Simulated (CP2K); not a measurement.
# Energy of Bi along an even scaling of the cell

System: Bi (Im-3m, 1 atom in the cell).
Method: Kohn-Sham DFT of a periodic cell, PBE, GTH-PBE with UZH-TZVP basis, no spin polarisation (CP2K 2026.2).

The 6 runs differ only in the geometry, by an even scaling of the cell at fixed fractional positions. The structure derives from a Materials Project entry.

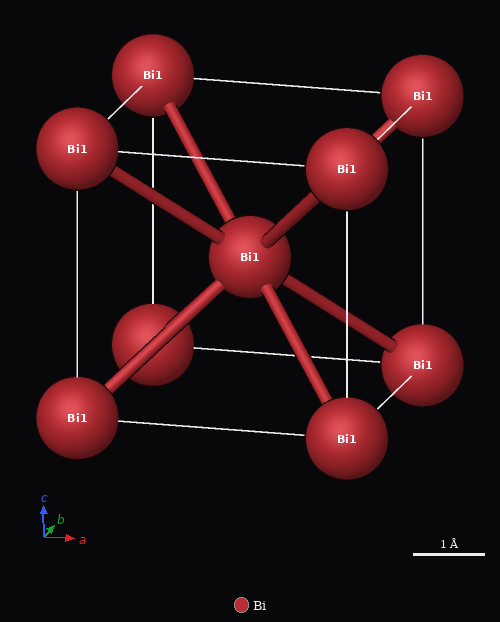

Figure 1. The structure of run 4 (ball-and-stick view of the cell 2 times as large as that of the calculation, set on its symmetry axes, seen slightly off an axis; atoms are numbered from 1 in the order of the input).

## Input of run 4
```
&GLOBAL
  PROJECT bi_eos
  RUN_TYPE ENERGY_FORCE
  PRINT_LEVEL LOW
&END GLOBAL
&FORCE_EVAL
  METHOD QS
  STRESS_TENSOR ANALYTICAL
  &DFT
    BASIS_SET_FILE_NAME BASIS_MOLOPT_UZH
    POTENTIAL_FILE_NAME POTENTIAL_UZH
    WFN_RESTART_FILE_NAME previous-RESTART.kp
    &MGRID
      CUTOFF 450
      REL_CUTOFF 60
      NGRIDS 4
    &END MGRID
    &QS
      METHOD GPW
      EPS_DEFAULT 1.0E-10
    &END QS
    &KPOINTS
      SCHEME MONKHORST-PACK 9 9 9
      GAMMA_CENTERED T
      SYMMETRY T
      SYMMETRY_BACKEND SPGLIB
    &END KPOINTS
    &SCF
      SCF_GUESS RESTART
      EPS_SCF 1.0E-6
      MAX_SCF 100
      ADDED_MOS 8
      CHOLESKY OFF
      EPS_EIGVAL 1.0E-7
      &DIAGONALIZATION ON
        ALGORITHM STANDARD
      &END DIAGONALIZATION
      &MIXING ON
        METHOD BROYDEN_MIXING
        ALPHA 0.4
        BETA 1.5
        NBUFFER 8
      &END MIXING
      &SMEAR ON
        METHOD FERMI_DIRAC
        ELECTRONIC_TEMPERATURE 580.23
      &END SMEAR
    &END SCF
    &XC
      &XC_FUNCTIONAL
        &GGA_X_PBE
        &END GGA_X_PBE
        &GGA_C_PBE
        &END GGA_C_PBE
      &END XC_FUNCTIONAL
    &END XC
    &PRINT
      &KPOINTS ON
      &END KPOINTS
      &MULLIKEN ON
      &END MULLIKEN
      &MO ON
        ENERGIES T
        OCCUPATION_NUMBERS T
        &EACH
          QS_SCF 0
        &END EACH
        ADD_LAST NUMERIC
      &END MO
    &END PRINT
  &END DFT
  &SUBSYS
    &CELL
      A 3.4546670836 0.0000000000 0.0000000000
      B -1.1515556945 3.2570913621 0.0000000000
      C -1.1515556945 -1.6285456811 2.8207238621
      PERIODIC XYZ
    &END CELL
    &COORD
      SCALED
      Bi  0.0000000000 0.0000000000 0.0000000000
    &END COORD
    &KIND Bi
      BASIS_SET TZVP-MOLOPT-PBE-GTH-q5
      POTENTIAL GTH-PBE-q5
    &END KIND
    &PRINT
      &ATOMIC_COORDINATES ON
      &END ATOMIC_COORDINATES
      &CELL ON
      &END CELL
    &END PRINT
  &END SUBSYS
  &PRINT
    &FORCES ON
    &END FORCES
    &STRESS_TENSOR ON
    &END STRESS_TENSOR
  &END PRINT
&END FORCE_EVAL
```

Command:
```bash
OMP_NUM_THREADS=1 cp2k.psmp -i bi_eos.inp -o bi_eos.out
```

Lattice vectors (Å) and fractional positions of run 4:
```
   3.454667    0.000000    0.000000
  -1.151556    3.257091    0.000000
  -1.151556   -1.628546    2.820724
Bi  0.000000  0.000000  0.000000
```

Run 3 differs from it as follows:
```diff
-      A 3.4546670836 0.0000000000 0.0000000000
-      B -1.1515556945 3.2570913621 0.0000000000
-      C -1.1515556945 -1.6285456811 2.8207238621
+      A 3.4089045154 0.0000000000 0.0000000000
+      B -1.1363015051 3.2139459990 0.0000000000
+      C -1.1363015051 -1.6069729996 2.7833588816
```

## Results, with one run withheld

| run | volume per atom (Å³) | free energy per atom, from the lowest run given (meV) | pressure (GPa) |
| --- | --- | --- | --- |
| 1 | 29.250 | 43.11 | 5.48 |
| 2 | 29.872 | 24.72 | 4.01 |
| 3 | 30.495 | ? | ? |
| 4 | 31.739 | 0.00 | 0.38 |
| 5 | 32.362 | 0.51 | −0.63 |
| 6 | 32.984 | 4.77 | −1.55 |

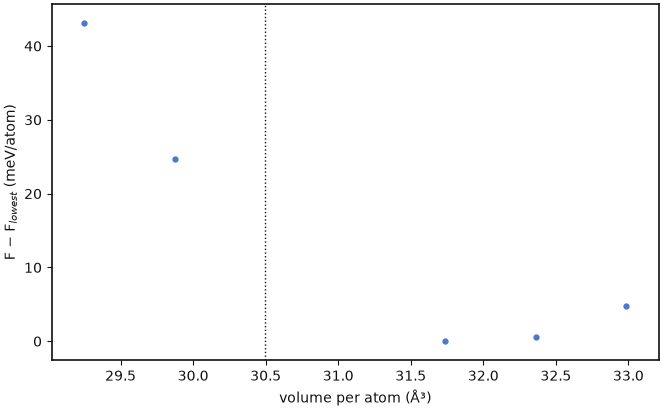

Figure 2. Free energy per atom of the runs given; the dotted line marks run 3.

What should run 3 give?

A cubic polynomial in V^(−2/3) (the Birch–Murnaghan form), fitted to the 5 runs given, misses them by under 0.01 meV per atom. With x = V^(−2/3) − 0.10093 Å⁻², it reads F = 2.9826 + 3932.8 x + 1.1842e+06 x² − 2.4583e+06 x³ (meV per atom). At run 3 it gives 11.69 meV per atom, and the run itself gives 11.73. The slope of the fit gives a pressure −dF/dV of 2.70 GPa there, and the run prints 2.70 GPa. The fit has its minimum at 31.968 Å³ per atom, where V d²F/dV² gives 52.5 GPa: the bulk modulus at this level, since symmetry fixes the shape and the positions.

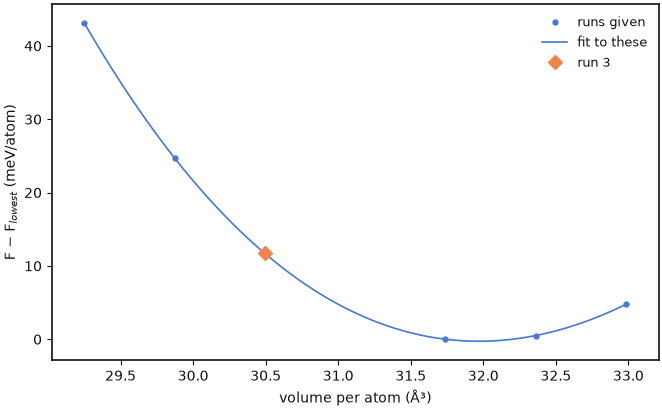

Figure 3. The fit and the withheld run.

## Some lines of the output (run 3)
```
[...]
 CELL| Volume [angstrom^3]:                                            30.494577
 CELL_REF| Volume [angstrom^3]:                                        30.494577
                        Smear method:                                FERMI_DIRAC
  Step     Update method      Time    Convergence         Total energy    Change
  Fermi energy:                                                 0.22344431211878
  Total energy:                                                -5.48209677347512
  Total energy (extrapolated to T->0):                         -5.48200132775352
 MO| E(Fermi):            0.223444 a.u.          6.080229 eV
 MO| Band gap:            0.073654 a.u.          2.004221 eV
 MO| Band gap:            0.123992 a.u.          3.373992 eV
 MO| Band gap:            0.216068 a.u.          5.879501 eV
```

Notes: Spin–orbit coupling is left out, which matters for Bi.
